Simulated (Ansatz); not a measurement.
System: ScAl₅, space group Cmmm (No. 65) (cell built by us, not taken from a database).

Starting cell:
```
CELL_PARAMETERS angstrom
2.04561 -6.19118 0.00000
2.04561 6.19118 0.00000
0.00000 0.00000 4.07891
ATOMIC_POSITIONS crystal
Sc 0.50000 0.50000 0.50000
Al 0.00000 0.00000 0.00000
Al 0.32999 0.67001 0.00000
Al 0.67001 0.32999 0.00000
Al 0.83101 0.16899 0.50000
Al 0.16899 0.83101 0.50000
```

Computed with Ansatz 0.2.0: harmonic phonon frequencies at the zone centre with atoms at rest in the given cell, without the long-range term of polar modes, the three translations left out, imaginary frequencies are negative; plane waves with PAW datasets, Γ-centred k mesh. Level: PBE, no spin polarisation.

wave cutoff 420 eV; k mesh 10×10×10; occupations Fermi–Dirac; smearing width 0.15 eV; pressure 0 GPa; phonon method linear response.

Predict the zone-centre optical phonon frequencies (the three acoustic modes are left out).

No frequency is imaginary, so the structure is stable to these displacements (zone-boundary modes weren't tested here). The highest mode lies at 316.9 cm⁻¹.

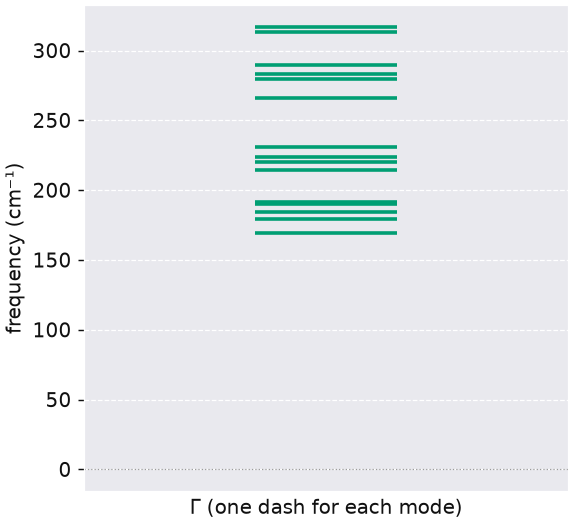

Limits of the calculation: metal sensitive to the k mesh.
